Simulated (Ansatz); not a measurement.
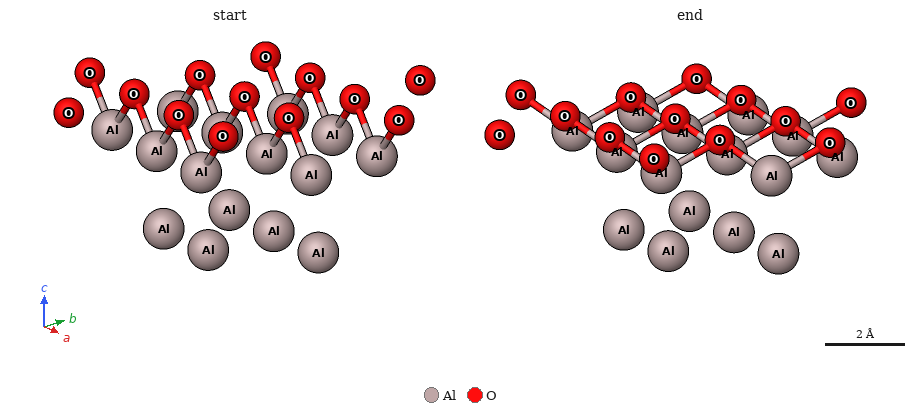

The structure of a slab of composition Al$_{8}$O (cut from the P6_3/mmc phase) before (left) and after (right) a constrained relaxation, at one scale.

Style: ball-and-stick. Shown: the atoms within 5.0 Å of the atom that moves most (axes of the 3 × 2 repeat of the cell, outlined in the plane, without the vacuum), slightly off an axis.

Case: O put at a bridge Al-Al site. The slab is the (0 0 1) face of Al with O on it. 4 atoms are held fixed.

Computed with Ansatz 0.2.0, DFT PBEsol, scalar-relativistic, plane waves, PAW.

Input file:
```yaml
crystal:
  lattice:
    - [2.8362844922, 0.0, 0.0]
    - [-1.4181422461, 2.4562944226, 0.0]
    - [0.0, 0.0, 35.3137615421]
  atoms:
    - { symbol: Al, position: [0.3333333333, 0.6666666667, 0.2406993656] }
    - { symbol: Al, position: [0.0, 0.0, 0.3066945262] }
    - { symbol: Al, position: [0.6666666667, 0.3333333333, 0.3726896867] }
    - { symbol: Al, position: [0.0, 0.0, 0.4386848473] }
    - { symbol: Al, position: [0.3333333333, 0.6666666667, 0.5041562492] }
    - { symbol: Al, position: [0.0, 0.0, 0.5704373706] }
    - { symbol: Al, position: [0.6666666667, 0.3333333333, 0.6367922409] }
    - { symbol: Al, position: [0.0, 0.0, 0.7041304592] }
    - { symbol: O, position: [0.5, 1.0, 0.7386778975] }
basis:
  ecutwfc: 420
kpoints:
  mp_grid: { grid: [12, 12, 1] }
hamiltonian:
  xc: pbesol
scf:
  occupations: { method: gaussian, width: 0.1 }
output:
  forces: true
  eigenvalues: true
  write_density: true
  write_potential: true
  elf: true
  volumetric_format: npy
relax:
  adjacent_minimum: "off"
  f_tol: 0.03
  max_steps: 70
  constraints: [{ sites: [0, 1, 2, 3] }]
efield:
  axis: 3
  dipole_correction: true
  ramp_width: 0.04
```

Launched with:
```bash
ansatz run input.yaml --threads 2 --pin off --max-ram 5120MiB --backend cpu --events-out ev --progress --plain --runs-dir out
```

### Describe what moved and what it gained.

The energy falls by 1.959 eV per cell of the calculation in 7 accepted moves (8 points after the start). The largest force component goes from 4.7 to 0.015 eV/Å. 1 step only repeated the SCF at the same geometry. The atom that moves furthest is O9 (0.96 Å at 58° to the normal (−c side)). By element the largest moves are O 0.96 Å, Al 0.03 Å. The cell stays as it was. Near-neighbour distances that change, for instance: Al8–O9 2.743 → 1.792 Å, Al8–O9 (another image) 1.871 → 1.792 Å. New bonds form, among them: Al8–O9 (2.74 → 1.79 Å). Among the angles between lasting bonds that change: O9–Al8–O9 98.6° → 104.6°, Al8–O9–Al8 98.6° → 104.6°. Cost: 2.4 min on 2 threads of Intel(R) Xeon(R) Processor @ 2.70GHz, on a shared host, peak memory 0.6 GiB.

Limits of the set-up: the periodic images lie only 2.8 Å apart, so the values are limited by the cell's size.
